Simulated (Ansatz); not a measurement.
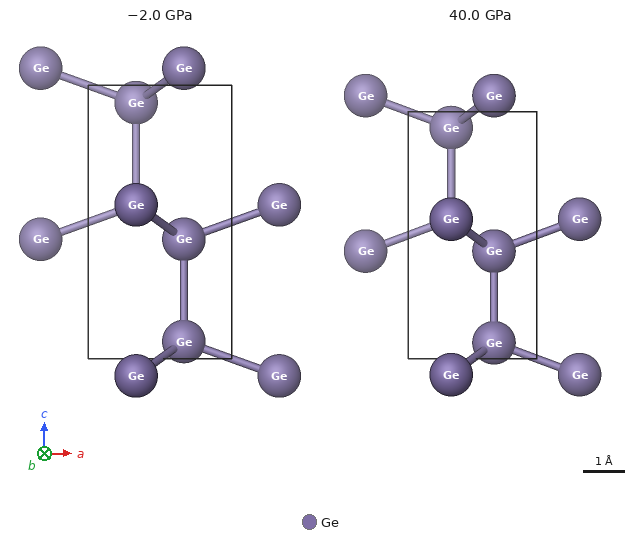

Solid Ge (set up in P6_3/mmc), relaxed (cell and atoms) at several target pressures. The picture shows the first and the last member. Style: ball-and-stick. Shown: the cell of the calculation, along the b axis.

Computed with Ansatz 0.2.0: DFT r2SCAN, scalar-relativistic, plane waves, PAW. Settings: plane-wave cutoff 500 eV; k-point mesh 12 × 12 × 6; occupations gaussian; smearing width 0.01 eV; no spin polarisation; cell and atoms relaxed; force threshold 0.008 eV/Å.

| pressure (GPa) | volume (Å³/atom) | a (Å) | c (Å) |
| --- | --- | --- | --- |
| −2.0 | 23.524 | 4.036 | 6.671 |
| 0.0 | 22.823 | 3.996 | 6.603 |
| 2.0 | 22.237 | 3.960 | 6.549 |
| 5.0 | ? | ? | ? |
| 10.0 | 20.471 | 3.851 | 6.374 |
| 20.0 | 19.002 | 3.754 | 6.227 |
| 40.0 | 17.095 | 3.618 | 6.031 |

Estimate the missing row from the others, and compare with the calculation.

Murnaghan's form V = V₀(1 + B′P/B₀)^(−1/B′), with V₀ = 22.823 Å³ from the row at zero pressure, fits the other rows with B₀ = 73.0 GPa and B′ = 4.06 (largest miss 0.028 Å³). At 5.0 GPa it gives 22.823 × (1 + 4.06 × 5.0/73.0)^(−1/4.06) = 21.485 Å³ per atom. The calculation gives 21.473 Å³/atom (a = 3.914 Å, c = 6.475 Å). The estimate is 0.012 Å³/atom too high. From the first member to the last: Ge–Ge 2.495 → 2.237 Å, Ge–Ge 2.477 → 2.229 Å.

The whole series:

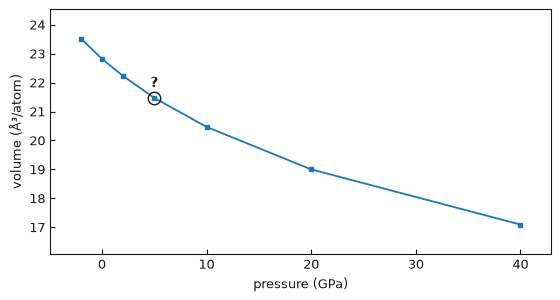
